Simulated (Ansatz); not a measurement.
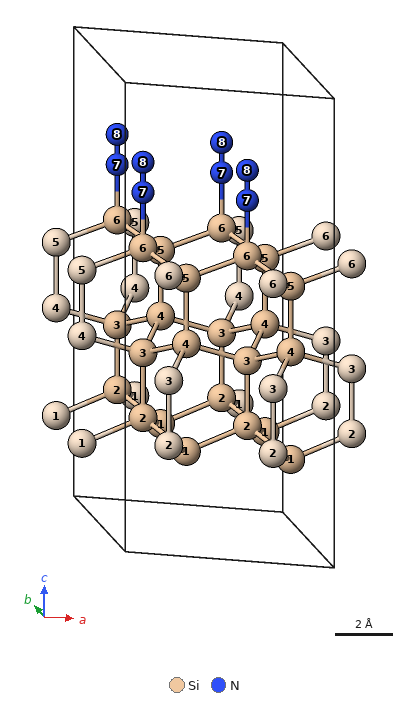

Fig. 1: The structure as given in the input (ball-and-stick view of the 2 × 2 repeat of the cell, with the vacuum cut short, seen slightly off an axis; neighbours outside the cell are drawn fainter; atoms are numbered from 1 in the order of the input). An atom can appear more than once, as a periodic image. Near neighbours in the periodic cell (some may lie outside the picture): Si has 3 Si at 2.35 Å; Si has 4 Si at 2.31 to 2.39 Å; Si has 1 N at 2.02 Å and 3 Si at 2.31 Å; N has 1 N at 1.10 Å and 1 Si at 2.02 Å; N has 1 N at 1.10 Å.

**Si$_{3}$N: geometry relaxation (part 1 of 2)**

- system: Si$_{3}$N (slab, 8 atoms in the cell)
- method: DFT PBEsol, scalar-relativistic, plane waves, PAW, no spin polarisation (Ansatz 0.2.0)

The structure derives from a Materials Project entry. The input holds or restrains some coordinates. Forces given for the steps count only the free coordinates. It belongs to a series of runs on one base structure; here: N2 put at a top Si site. Figures and captions count atoms from 1; the log counts them from 0 in places.

The program's output
```
Engine: ansatz 0.2.0, x86_64-unknown-linux-gnu
Pseudopotentials: kind: paw
Pseudopotential: Si, paw, valence charge 4, recommended cutoff 420 eV (normal), Si.paw.azcp
Pseudopotential: N, paw, valence charge 5, recommended cutoff 420 eV (normal), N.paw.azcp
Functional definition: PBEsol
  exchange = pbesol_x
  correlation = pbesol_c
Crystal: 8 atoms, lattice volume = 344.885 Å³
Basis set: ecut = 420 eV, 6739 PW (Γ), exchange–correlation on 54×54×384 points (8 copies of the dense FFT grid, shifted against one another)
Bands: 25, of which v1, the nominal top of the filled ones, is band 17 counted from 1 (16 counted from 0)
Symmetry: 6 space group operations
Space group: P3m1 (ITA 156), of the structure as read, at distance tolerance 7.0e-5 Å
k-points: 12 of 81 (time reversal used)
Non-local potential: Si, projectors of the file, l = 0: 2, l = 1: 2, l = 2: 2
Non-local potential: N, projectors of the file, l = 0: 2, l = 1: 2, l = 2: 1
PAW form: soft (Blöchl's): semilocal exchange-correlation on the pseudo side does not see the compensation charge
PAW frozen core: Si, regenerated for the run's functional, and the local potential with it (the file was generated under x = pbe(κ = 0.804, μ = 0.2195149727645171), c = pbe(β = 0.06672455060314922))
PAW frozen core: N, regenerated for the run's functional, and the local potential with it (the file was generated under x = pbe(κ = 0.804, μ = 0.2195149727645171), c = pbe(β = 0.06672455060314922))
PAW one-centre angular grid: Si, 110 points (default); XC on 64 Gauss nodes
PAW one-centre angular grid: N, 110 points (default); XC on 64 Gauss nodes
Initial density: superposition of atomic densities (neutral atoms: chi_scale 0, normalization atom), corrected by the library's trained network
Initial wavefunctions: pseudopotential atomic-orbital guess
Functional: x = pbesol(κ = 0.804, μ = 0.12345679012345678), c = pbesol(β = 0.046)
SCF iter   1: F=—  HF=-4483.206663 eV  |F-HF|=—  |Δ(HF+E_count)|=         —  Δρ=1.12e-2  dr2=6.60e0  ethr=1.77e-3  p=-0.038 e·Å  D=-1.99e-2 V/Å  ΔV_dip=0.54 eV  dr2_dipole=4.06e0  V_vac-E_F(+/−)=5.63/5.09 eV  ⟨swp⟩=10.1  Hψ=2130  notcnv=0
efield: sawtooth ramp at fractional position 0.9779 (placed from the atoms, in the widest stretch of the axis that holds none; the zero of the levels goes with the place), width 0.0400; the density the first Hamiltonian is built on has a dipole p = -0.038 e·Å; the dipole correction subtracts the counter field D = -1.99e-2 V/Å, which shifts the + side's vacuum level by +0.54 eV against the − side's; the planar-averaged density in the ramp window peaks in size at 1.5e-5 e/Å³
preconditioner: auto → LDOS  [metal: Δε(μ)=0.020 eV  Ē_g=8.162 eV  σ=0.050 eV  W_gap=0.22  n_scr=16 (ndim 8)  ℏωp=11.3 eV  f_vac=0.509  D(μ)=4.18/eV (n_scr^D=12)  β→1.0]
SCF iter   2: F=—  HF=-4486.336592 eV  |F-HF|=—  |Δ(HF+E_count)|=    3.13e0  Δρ=6.43e-2  dr2=1.94e2  ethr=1.77e-3  p=0.292 e·Å  D=1.53e-1 V/Å  ΔV_dip=-4.17 eV  dr2_dipole=1.12e2  V_vac-E_F(+/−)=2.33/6.50 eV  ⟨swp⟩=4.7  Hψ=779  notcnv=0  defer=40  recentre
SCF iter   3: F=—  HF=-4483.028386 eV  |F-HF|=—  |Δ(HF+E_count)|=    3.31e0  Δρ=9.15e-3  dr2=4.11e0  ethr=1.77e-3  p=0.007 e·Å  D=3.69e-3 V/Å  ΔV_dip=-0.10 eV  dr2_dipole=2.32e0  V_vac-E_F(+/−)=5.14/5.24 eV  ⟨swp⟩=4.0  Hψ=760  notcnv=0  defer=20
SCF iter   4: F=—  HF=-4482.803217 eV  |F-HF|=—  |Δ(HF+E_count)|=   2.25e-1  Δρ=5.95e-3  dr2=1.63e0  ethr=1.77e-3  p=0.072 e·Å  D=3.76e-2 V/Å  ΔV_dip=-1.02 eV  dr2_dipole=8.79e-1  V_vac-E_F(+/−)=4.27/5.29 eV  ⟨swp⟩=2.2  Hψ=424  notcnv=0  defer=18
SCF iter   5: F=—  HF=-4482.750040 eV  |F-HF|=—  |Δ(HF+E_count)|=   5.32e-2  Δρ=3.31e-3  dr2=4.57e-1  ethr=1.77e-3  p=0.087 e·Å  D=4.54e-2 V/Å  ΔV_dip=-1.24 eV  dr2_dipole=2.38e-1  V_vac-E_F(+/−)=4.03/5.27 eV  ⟨swp⟩=1.3  Hψ=348  notcnv=0  defer=18
SCF iter   6: F=—  HF=-4482.738510 eV  |F-HF|=—  |Δ(HF+E_count)|=   1.15e-2  Δρ=9.47e-4  dr2=6.90e-2  ethr=1.35e-3  p=0.097 e·Å  D=5.07e-2 V/Å  ΔV_dip=-1.38 eV  dr2_dipole=4.51e-2  V_vac-E_F(+/−)=3.86/5.24 eV  ⟨swp⟩=1.2  Hψ=305  notcnv=0  defer=23
SCF iter   7: F=—  HF=-4482.740152 eV  |F-HF|=—  |Δ(HF+E_count)|=   1.64e-3  Δρ=1.61e-3  dr2=1.59e-1  ethr=2.03e-4  p=0.095 e·Å  D=4.97e-2 V/Å  ΔV_dip=-1.35 eV  dr2_dipole=9.47e-2  V_vac-E_F(+/−)=3.84/5.20 eV  ⟨swp⟩=2.2  Hψ=393  notcnv=0  defer=28
SCF iter   8: F=—  HF=-4482.737783 eV  |F-HF|=—  |Δ(HF+E_count)|=   2.37e-3  Δρ=2.76e-4  dr2=3.64e-4  ethr=2.03e-4  p=0.090 e·Å  D=4.75e-2 V/Å  ΔV_dip=-1.29 eV  dr2_dipole=6.68e-5  V_vac-E_F(+/−)=3.89/5.18 eV  ⟨swp⟩=1.0  Hψ=272  notcnv=0  defer=28
SCF iter   9: F=—  HF=-4482.738037 eV  |F-HF|=—  |Δ(HF+E_count)|=   2.54e-4  Δρ=3.61e-4  dr2=9.07e-3  ethr=1.07e-6  p=0.093 e·Å  D=4.86e-2 V/Å  ΔV_dip=-1.32 eV  dr2_dipole=5.76e-3  V_vac-E_F(+/−)=3.88/5.20 eV  ⟨swp⟩=2.4  Hψ=455  notcnv=0  defer=28
SCF iter  10: F=—  HF=-4482.737910 eV  |F-HF|=—  |Δ(HF+E_count)|=   1.27e-4  Δρ=9.79e-5  dr2=3.57e-4  ethr=1.07e-6  p=0.091 e·Å  D=4.75e-2 V/Å  ΔV_dip=-1.29 eV  dr2_dipole=2.06e-4  V_vac-E_F(+/−)=3.89/5.19 eV  ⟨swp⟩=1.2  Hψ=276  notcnv=0  defer=28
SCF iter  11: F=—  HF=-4482.737905 eV  |F-HF|=—  |Δ(HF+E_count)|=   5.53e-6  Δρ=3.05e-5  dr2=5.43e-5  ethr=1.05e-6  p=0.091 e·Å  D=4.76e-2 V/Å  ΔV_dip=-1.30 eV  dr2_dipole=3.46e-5  V_vac-E_F(+/−)=3.89/5.19 eV  ⟨swp⟩=1.0  Hψ=272  notcnv=0  defer=28
SCF iter  12: F=-4482.737904 eV  HF=-4482.737905 eV  |F-HF|=6.77e-7  |Δ(HF+E_count)|=   1.40e-7  Δρ=7.44e-6  dr2=6.62e-7  ethr=6.62e-8  p=0.091 e·Å  D=4.75e-2 V/Å  ΔV_dip=-1.29 eV  dr2_dipole=2.77e-7  V_vac-E_F(+/−)=3.89/5.19 eV  ⟨swp⟩=21.7  Hψ=3017  notcnv=0
SCF 1 converged in 12 iterations: F = -4482.737904 eV  dr2 = 6.62e-7
  greatest PAW one-centre occupation: 0.853 electrons in one spin orbital (limit 2), on the N atom at site 7 (counted from 0), in its partial waves of l = 0
relax step   1: F+E_penalty+E_count = -4482.73790415 eV  Δ(F+E_penalty+E_count) = +0.000e0 eV  max|allowed force component| = 3.808e0 eV/Å  Δτ_max = 0.0000 Å  (12 SCF iters, dr2 threshold 2.25e-5 eV, accepted)
Initial density: handed on by an earlier stage of this run
Initial wavefunctions: those handed on with the density
iter 1 solved again at ethr=2.82e-3 eV; its pass at ethr=3.10e-3 eV (dr2=9.59e-1 eV) is discarded
SCF iter   1: F=—  HF=-4482.814617 eV  |F-HF|=—  |Δ(HF+E_count)|=         —  Δρ=5.13e-3  dr2=9.90e-1  ethr=2.82e-3  p=0.091 e·Å  D=4.75e-2 V/Å  ΔV_dip=-1.29 eV  dr2_dipole=6.19e-1  V_vac-E_F(+/−)=3.94/5.23 eV  ⟨swp⟩=1.0  Hψ=1162  notcnv=0  defer=22
efield: sawtooth ramp at fractional position 0.9779 (handed on by an earlier solve), width 0.0400; the density the first Hamiltonian is built on has a dipole p = 0.091 e·Å; the dipole correction subtracts the counter field D = 4.75e-2 V/Å, which shifts the + side's vacuum level by -1.29 eV against the − side's; the planar-averaged density in the ramp window peaks in size at 1.8e-7 e/Å³
preconditioner: auto → LDOS  [insulator: Δε(μ)=0.071 eV  Ē_g=8.079 eV  σ=0.050 eV  W_gap=0.55  n_scr=16 (ndim 8)  ℏωp=11.3 eV  f_vac=0.510  D(μ)=7.47/eV (n_scr^D=46)  ε∞_Penn≈3.0  β→1.0]
SCF iter   2: F=—  HF=-4482.793536 eV  |F-HF|=—  |Δ(HF+E_count)|=   2.11e-2  Δρ=1.28e-3  dr2=2.37e-2  ethr=2.82e-3  p=0.078 e·Å  D=4.08e-2 V/Å  ΔV_dip=-1.11 eV  dr2_dipole=1.31e-2  V_vac-E_F(+/−)=4.09/5.20 eV  ⟨swp⟩=1.5  Hψ=282  notcnv=0  defer=22
SCF iter   3: F=—  HF=-4482.795066 eV  |F-HF|=—  |Δ(HF+E_count)|=   1.53e-3  Δρ=3.55e-4  dr2=1.62e-3  ethr=6.96e-5  p=0.075 e·Å  D=3.94e-2 V/Å  ΔV_dip=-1.07 eV  dr2_dipole=5.07e-5  V_vac-E_F(+/−)=4.11/5.19 eV  ⟨swp⟩=2.1  Hψ=318  notcnv=0  defer=25
SCF iter   4: F=—  HF=-4482.795059 eV  |F-HF|=—  |Δ(HF+E_count)|=   7.02e-6  Δρ=1.36e-4  dr2=2.07e-4  ethr=4.75e-6  p=0.073 e·Å  D=3.86e-2 V/Å  ΔV_dip=-1.05 eV  dr2_dipole=9.20e-6  V_vac-E_F(+/−)=4.13/5.18 eV  ⟨swp⟩=2.0  Hψ=385  notcnv=0  defer=25
SCF iter   5: F=-4482.795026 eV  HF=-4482.795072 eV  |F-HF|=4.56e-5  |Δ(HF+E_count)|=   1.27e-5  Δρ=6.11e-5  dr2=5.88e-5  ethr=2.94e-7  p=0.073 e·Å  D=3.81e-2 V/Å  ΔV_dip=-1.04 eV  dr2_dipole=6.06e-7  V_vac-E_F(+/−)=4.14/5.18 eV  ⟨swp⟩=19.2  Hψ=3218  notcnv=0
SCF 2 converged in 5 iterations: F = -4482.795026 eV  dr2 = 5.88e-5
  greatest PAW one-centre occupation: 0.851 electrons in one spin orbital (limit 2), on the N atom at site 7 (counted from 0), in its partial waves of l = 0
relax step   2: F+E_penalty+E_count = -4482.79502607 eV  Δ(F+E_penalty+E_count) = -5.712e-2 eV  max|allowed force component| = 8.021e-1 eV/Å  Δτ_max = 0.0314 Å  (5 SCF iters, dr2 threshold 1.00e-4 eV, accepted)
SCF iter   1: F=—  HF=-4483.103124 eV  |F-HF|=—  |Δ(HF+E_count)|=         —  Δρ=2.40e-2  dr2=1.19e1  ethr=3.10e-3  p=0.073 e·Å  D=3.81e-2 V/Å  ΔV_dip=-1.04 eV  dr2_dipole=6.86e0  V_vac-E_F(+/−)=4.27/5.31 eV  ⟨swp⟩=4.2  Hψ=1117  notcnv=0  defer=2
efield: sawtooth ramp at fractional position 0.9779 (handed on by an earlier solve), width 0.0400; the density the first Hamiltonian is built on has a dipole p = 0.073 e·Å; the dipole correction subtracts the counter field D = 3.81e-2 V/Å, which shifts the + side's vacuum level by -1.04 eV against the − side's; the planar-averaged density in the ramp window peaks in size at 5.5e-7 e/Å³
preconditioner: auto → LDOS  [metal: Δε(μ)=0.025 eV  Ē_g=8.226 eV  σ=0.050 eV  W_gap=0.28  n_scr=16 (ndim 8)  ℏωp=11.3 eV  f_vac=0.517  D(μ)=9.94/eV (n_scr^D=84)  β→1.0]
SCF iter   2: F=—  HF=-4482.857681 eV  |F-HF|=—  |Δ(HF+E_count)|=   2.45e-1  Δρ=5.27e-3  dr2=6.29e-1  ethr=3.10e-3  p=0.045 e·Å  D=2.37e-2 V/Å  ΔV_dip=-0.64 eV  dr2_dipole=3.39e-1  V_vac-E_F(+/−)=4.50/5.15 eV  ⟨swp⟩=2.0  Hψ=656  notcnv=0  defer=11
SCF iter   3: F=—  HF=-4482.873118 eV  |F-HF|=—  |Δ(HF+E_count)|=   1.54e-2  Δρ=1.96e-3  dr2=4.85e-2  ethr=1.85e-3  p=0.040 e·Å  D=2.12e-2 V/Å  ΔV_dip=-0.58 eV  dr2_dipole=1.17e-2  V_vac-E_F(+/−)=4.55/5.13 eV  ⟨swp⟩=1.8  Hψ=286  notcnv=0  defer=20
SCF iter   4: F=—  HF=-4482.872130 eV  |F-HF|=—  |Δ(HF+E_count)|=   9.88e-4  Δρ=8.44e-4  dr2=5.97e-3  ethr=1.43e-4  p=0.038 e·Å  D=2.02e-2 V/Å  ΔV_dip=-0.55 eV  dr2_dipole=1.05e-3  V_vac-E_F(+/−)=4.58/5.13 eV  ⟨swp⟩=1.8  Hψ=290  notcnv=0  defer=27
SCF iter   5: F=—  HF=-4482.872077 eV  |F-HF|=—  |Δ(HF+E_count)|=   5.31e-5  Δρ=4.30e-4  dr2=1.48e-3  ethr=1.76e-5  p=0.039 e·Å  D=2.04e-2 V/Å  ΔV_dip=-0.56 eV  dr2_dipole=7.11e-5  V_vac-E_F(+/−)=4.58/5.13 eV  ⟨swp⟩=2.0  Hψ=380  notcnv=0  defer=27
SCF iter   6: F=—  HF=-4482.872104 eV  |F-HF|=—  |Δ(HF+E_count)|=   2.68e-5  Δρ=1.72e-4  dr2=2.81e-4  ethr=4.34e-6  p=0.039 e·Å  D=2.07e-2 V/Å  ΔV_dip=-0.56 eV  dr2_dipole=1.19e-4  V_vac-E_F(+/−)=4.58/5.14 eV  ⟨swp⟩=2.0  Hψ=379  notcnv=0  defer=27
SCF iter   7: F=—  HF=-4482.872092 eV  |F-HF|=—  |Δ(HF+E_count)|=   1.27e-5  Δρ=5.84e-5  dr2=4.20e-5  ethr=8.28e-7  p=0.040 e·Å  D=2.10e-2 V/Å  ΔV_dip=-0.57 eV  dr2_dipole=3.90e-6  V_vac-E_F(+/−)=4.57/5.14 eV  ⟨swp⟩=1.2  Hψ=325  notcnv=0  defer=27
SCF iter   8: F=-4482.872087 eV  HF=-4482.872090 eV  |F-HF|=2.98e-6  |Δ(HF+E_count)|=   1.52e-6  Δρ=2.06e-5  dr2=5.42e-6  ethr=1.18e-7  p=0.040 e·Å  D=2.12e-2 V/Å  ΔV_dip=-0.58 eV  dr2_dipole=2.83e-7  V_vac-E_F(+/−)=4.57/5.14 eV  ⟨swp⟩=20.7  Hψ=3095  notcnv=0
SCF 3 converged in 8 iterations: F = -4482.872087 eV  dr2 = 5.42e-6
  Residual-converged pass: ⟨swp⟩=1.1  Hψ=349  notcnv=0  max |occ|·‖R‖ = 7.0e-9 eV (tolerance 1.0e-8 eV)  dr2=5.42e-6  dr2_onsite=3.67e-8  max |Δocc| = 9.6e-10
  greatest PAW one-centre occupation: 0.848 electrons in one spin orbital (limit 2), on the N atom at site 7 (counted from 0), in its partial waves of l = 0
relax step   3: F+E_penalty+E_count = -4482.87208703 eV  Δ(F+E_penalty+E_count) = -7.706e-2 eV  max|allowed force component| = 6.933e-1 eV/Å  Δτ_max = 0.1893 Å  (8 SCF iters, dr2 threshold 4.02e-5 eV, accepted)
iter 1 solved again at ethr=1.62e-3 eV; its pass at ethr=3.10e-3 eV (dr2=5.51e-1 eV) is discarded
SCF iter   1: F=—  HF=-4482.898630 eV  |F-HF|=—  |Δ(HF+E_count)|=         —  Δρ=7.95e-3  dr2=5.50e-1  ethr=1.62e-3  p=0.040 e·Å  D=2.12e-2 V/Å  ΔV_dip=-0.58 eV  dr2_dipole=2.99e-1  V_vac-E_F(+/−)=4.55/5.12 eV  ⟨swp⟩=1.0  Hψ=1356  notcnv=0  defer=7
efield: sawtooth ramp at fractional position 0.9779 (handed on by an earlier solve), width 0.0400; the density the first Hamiltonian is built on has a dipole p = 0.040 e·Å; the dipole correction subtracts the counter field D = 2.12e-2 V/Å, which shifts the + side's vacuum level by -0.58 eV against the − side's; the planar-averaged density in the ramp window peaks in size at 6.6e-7 e/Å³
preconditioner: auto → LDOS  [metal: Δε(μ)=0.021 eV  Ē_g=8.159 eV  σ=0.050 eV  W_gap=0.23  n_scr=16 (ndim 8)  ℏωp=11.3 eV  f_vac=0.513  D(μ)=5.93/eV (n_scr^D=14)  β→1.0]
SCF iter   2: F=—  HF=-4482.881522 eV  |F-HF|=—  |Δ(HF+E_count)|=   1.71e-2  Δρ=2.00e-3  dr2=7.25e-2  ethr=1.62e-3  p=0.047 e·Å  D=2.45e-2 V/Å  ΔV_dip=-0.67 eV  dr2_dipole=3.97e-2  V_vac-E_F(+/−)=4.49/5.15 eV  ⟨swp⟩=1.0  Hψ=273  notcnv=0  defer=7
SCF iter   3: F=—  HF=-4482.881685 eV  |F-HF|=—  |Δ(HF+E_count)|=   1.63e-4  Δρ=3.54e-4  dr2=6.13e-4  ethr=2.13e-4  p=0.044 e·Å  D=2.33e-2 V/Å  ΔV_dip=-0.63 eV  dr2_dipole=2.46e-4  V_vac-E_F(+/−)=4.51/5.15 eV  ⟨swp⟩=1.3  Hψ=277  notcnv=0  defer=18
SCF iter   4: F=—  HF=-4482.881644 eV  |F-HF|=—  |Δ(HF+E_count)|=   4.10e-5  Δρ=2.00e-4  dr2=1.95e-4  ethr=1.80e-6  p=0.044 e·Å  D=2.32e-2 V/Å  ΔV_dip=-0.63 eV  dr2_dipole=1.52e-5  V_vac-E_F(+/−)=4.52/5.15 eV  ⟨swp⟩=2.0  Hψ=435  notcnv=0  defer=18
SCF iter   5: F=—  HF=-4482.881622 eV  |F-HF|=—  |Δ(HF+E_count)|=   2.18e-5  Δρ=9.86e-5  dr2=7.42e-5  ethr=5.73e-7  p=0.044 e·Å  D=2.33e-2 V/Å  ΔV_dip=-0.63 eV  dr2_dipole=3.39e-8  V_vac-E_F(+/−)=4.52/5.16 eV  ⟨swp⟩=1.5  Hψ=283  notcnv=0  defer=18
SCF iter   6: F=-4482.881622 eV  HF=-4482.881626 eV  |F-HF|=4.31e-6  |Δ(HF+E_count)|=   3.91e-6  Δρ=3.49e-5  dr2=9.57e-6  ethr=8.84e-8  p=0.045 e·Å  D=2.34e-2 V/Å  ΔV_dip=-0.64 eV  dr2_dipole=2.07e-7  V_vac-E_F(+/−)=4.52/5.16 eV  ⟨swp⟩=19.2  Hψ=3364  notcnv=0
SCF 4 converged in 6 iterations: F = -4482.881622 eV  dr2 = 9.57e-6
relax step   4: F+E_penalty+E_count = -4482.88162159 eV  Δ(F+E_penalty+E_count) = -9.535e-3 eV  max|allowed force component| = 2.303e-1 eV/Å  Δτ_max = 0.0652 Å  (6 SCF iters, dr2 threshold 3.00e-5 eV, accepted)
SCF iter   1: F=—  HF=-4482.885116 eV  |F-HF|=—  |Δ(HF+E_count)|=         —  Δρ=1.95e-3  dr2=1.77e-1  ethr=1.50e-3  p=0.045 e·Å  D=2.34e-2 V/Å  ΔV_dip=-0.64 eV  dr2_dipole=1.06e-1  V_vac-E_F(+/−)=4.54/5.17 eV  ⟨swp⟩=2.8  Hψ=567  notcnv=0  defer=26
efield: sawtooth ramp at fractional position 0.9779 (handed on by an earlier solve), width 0.0400; the density the first Hamiltonian is built on has a dipole p = 0.045 e·Å; the dipole correction subtracts the counter field D = 2.34e-2 V/Å, which shifts the + side's vacuum level by -0.64 eV against the − side's; the planar-averaged density in the ramp window peaks in size at 5.9e-7 e/Å³
preconditioner: auto → LDOS  [metal: Δε(μ)=0.011 eV  Ē_g=8.164 eV  σ=0.050 eV  W_gap=0.13  n_scr=16 (ndim 8)  ℏωp=11.3 eV  f_vac=0.513  D(μ)=8.82/eV (n_scr^D=72)  β→1.0]
SCF iter   2: F=—  HF=-4482.883277 eV  |F-HF|=—  |Δ(HF+E_count)|=   1.84e-3  Δρ=4.20e-4  dr2=2.16e-3  ethr=5.19e-4  p=0.042 e·Å  D=2.19e-2 V/Å  ΔV_dip=-0.60 eV  dr2_dipole=8.93e-4  V_vac-E_F(+/−)=4.57/5.17 eV  ⟨swp⟩=1.0  Hψ=396  notcnv=0  defer=26
SCF iter   3: F=—  HF=-4482.884232 eV  |F-HF|=—  |Δ(HF+E_count)|=   9.55e-4  Δρ=1.73e-4  dr2=1.85e-4  ethr=6.35e-6  p=0.041 e·Å  D=2.17e-2 V/Å  ΔV_dip=-0.59 eV  dr2_dipole=4.27e-8  V_vac-E_F(+/−)=4.57/5.16 eV  ⟨swp⟩=2.7  Hψ=458  notcnv=0  defer=26
SCF iter   4: F=—  HF=-4482.884243 eV  |F-HF|=—  |Δ(HF+E_count)|=   1.10e-5  Δρ=8.35e-5  dr2=4.97e-5  ethr=5.44e-7  p=0.041 e·Å  D=2.17e-2 V/Å  ΔV_dip=-0.59 eV  dr2_dipole=2.12e-6  V_vac-E_F(+/−)=4.57/5.16 eV  ⟨swp⟩=2.7  Hψ=454  notcnv=0  defer=26
SCF iter   5: F=—  HF=-4482.884243 eV  |F-HF|=—  |Δ(HF+E_count)|=   8.27e-8  Δρ=4.41e-5  dr2=1.84e-5  ethr=1.46e-7  p=0.041 e·Å  D=2.17e-2 V/Å  ΔV_dip=-0.59 eV  dr2_dipole=4.51e-6  V_vac-E_F(+/−)=4.57/5.16 eV  ⟨swp⟩=1.1  Hψ=288  notcnv=0  defer=26
SCF iter   6: F=-4482.884253 eV  HF=-4482.884252 eV  |F-HF|=2.81e-7  |Δ(HF+E_count)|=   9.85e-6  Δρ=1.40e-5  dr2=1.90e-6  ethr=1.72e-8  p=0.041 e·Å  D=2.17e-2 V/Å  ΔV_dip=-0.59 eV  dr2_dipole=5.30e-7  V_vac-E_F(+/−)=4.57/5.16 eV  ⟨swp⟩=17.9  Hψ=2922  notcnv=0
SCF 5 converged in 6 iterations: F = -4482.884253 eV  dr2 = 1.90e-6
relax step   5: F+E_penalty+E_count = -4482.88425267 eV  Δ(F+E_penalty+E_count) = -2.631e-3 eV  max|allowed force component| = 2.222e-2 eV/Å  Δτ_max = 0.0264 Å  (6 SCF iters, dr2 threshold 5.85e-6 eV, accepted)
iter 1 solved again at ethr=5.69e-9 eV; its pass at ethr=3.10e-3 eV (dr2=1.93e-6 eV) is discarded
SCF iter   1: F=—  HF=-4482.884155 eV  |F-HF|=—  |Δ(HF+E_count)|=         —  Δρ=1.39e-5  dr2=1.93e-6  ethr=5.69e-9  p=0.041 e·Å  D=2.17e-2 V/Å  ΔV_dip=-0.59 eV  dr2_dipole=5.61e-7  V_vac-E_F(+/−)=4.57/5.16 eV  ⟨swp⟩=1.0  Hψ=888  notcnv=0
efield: sawtooth ramp at fractional position 0.9779 (handed on by an earlier solve), width 0.0400; the density the first Hamiltonian is built on has a dipole p = 0.041 e·Å; the dipole correction subtracts the counter field D = 2.17e-2 V/Å, which shifts the + side's vacuum level by -0.59 eV against the − side's; the planar-averaged density in the ramp window peaks in size at 5.8e-7 e/Å³
preconditioner: auto → LDOS  [metal: Δε(μ)=0.012 eV  Ē_g=8.163 eV  σ=0.050 eV  W_gap=0.13  n_scr=16 (ndim 8)  ℏωp=11.3 eV  f_vac=0.513  D(μ)=8.13/eV (n_scr^D=58)  β→1.0]
SCF iter   2: F=—  HF=-4482.884254 eV  |F-HF|=—  |Δ(HF+E_count)|=   9.89e-5  Δρ=8.43e-6  dr2=6.92e-7  ethr=5.68e-9  p=0.041 e·Å  D=2.18e-2 V/Å  ΔV_dip=-0.59 eV  dr2_dipole=8.19e-9  V_vac-E_F(+/−)=4.57/5.16 eV  ⟨swp⟩=2.0  Hψ=286  notcnv=0
SCF iter   3: F=—  HF=-4482.884254 eV  |F-HF|=—  |Δ(HF+E_count)|=   1.80e-7  Δρ=5.40e-6  dr2=3.68e-7  ethr=2.03e-9  p=0.041 e·Å  D=2.18e-2 V/Å  ΔV_dip=-0.59 eV  dr2_dipole=1.50e-7  V_vac-E_F(+/−)=4.57/5.16 eV  ⟨swp⟩=1.0  Hψ=274  notcnv=0
SCF iter   4: F=-4482.884255 eV  HF=-4482.884255 eV  |F-HF|=2.95e-8  |Δ(HF+E_count)|=   1.96e-7  Δρ=1.34e-6  dr2=2.55e-8  ethr=2.94e-10  p=0.042 e·Å  D=2.18e-2 V/Å  ΔV_dip=-0.59 eV  dr2_dipole=1.33e-8  V_vac-E_F(+/−)=4.57/5.16 eV  ⟨swp⟩=9.9  Hψ=2289  notcnv=0
SCF 6 converged in 4 iterations: F = -4482.884255 eV  dr2 = 2.55e-8
relax step   6: F+E_penalty+E_count = -4482.88425462 eV  Δ(F+E_penalty+E_count) = -1.951e-6 eV  max|allowed force component| = 2.136e-2 eV/Å  Δτ_max = 0.0000 Å  (4 SCF iters, accepted)
```
